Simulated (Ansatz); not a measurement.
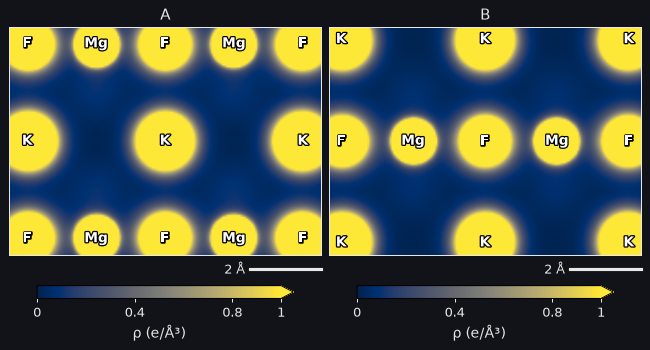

KMgF3. The valence charge density (pseudo) of two cells that differ in size, on the (110) plane of each (indices in the axes of the calculation cell), at one length scale and on one colour scale; one has 11.7 and the other 13.3 Å³ an atom.

Theory: Ansatz, DFT PBE, scalar-relativistic, plane waves, PAW.

In a PAW calculation such maps are meaningful between the atoms, not at the nuclei.

### Which panel shows the smaller cell, and what does the compression change?

Panel A is the smaller cell, by 12 % in volume. From the larger cell to the smaller, K–F goes from 2.87 to 2.75 Å, and the density at its midpoint from 0.07 to 0.1 e/Å³; Mg–F goes from 2.03 to 1.94 Å, and the density at its midpoint from 0.32 to 0.39 e/Å³; the pressure goes from 0.0 to 11 GPa; the Kohn–Sham gap goes from 7.0 eV to 7.9 eV.
